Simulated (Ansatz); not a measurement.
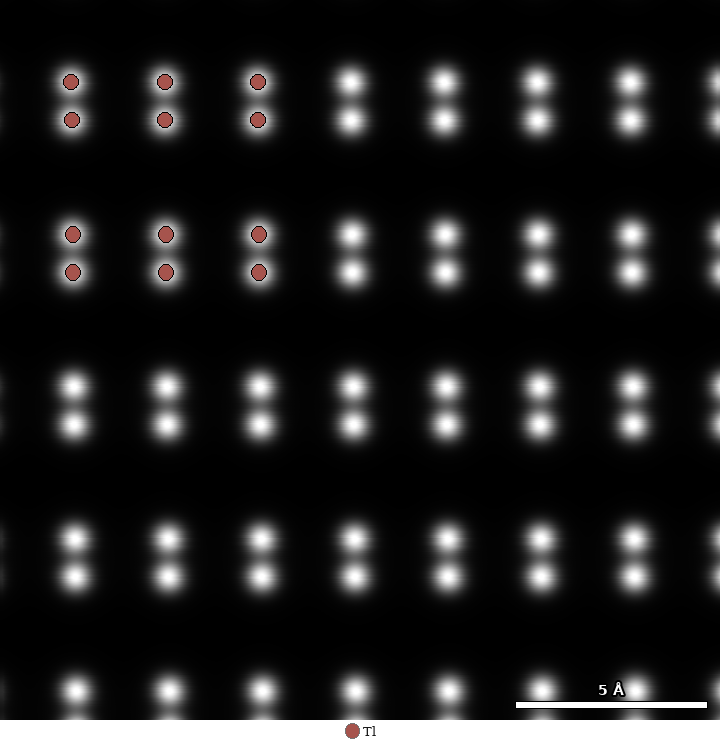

Z-contrast image of Tl (Fd-3m, No. 227) along [211]. Simulation: incoherent imaging, intensity Z^1.8 per atom, probe width 0.63 Å, thin sample. The probe carries 15 % of its weight in a tail 2.5 times as wide. A slight drift was added. Model: the end point of a relaxation with DFT, r2SCAN, plane waves (500 eV) with PAW, scalar-relativistic in Ansatz; the starting structure was generated, so it need not be a known form of this composition.

Coloured dots in one corner mark the columns of the model.

Question: Interpret the image.

Answer: The columns repeat on a rectangular net of 2.46 × 4.02 Å (plane group p2mm). All columns are alike (Tl). The shortest distance between visible columns is 1.00 Å in projection. Along the beam the structure repeats every 8.52 Å.
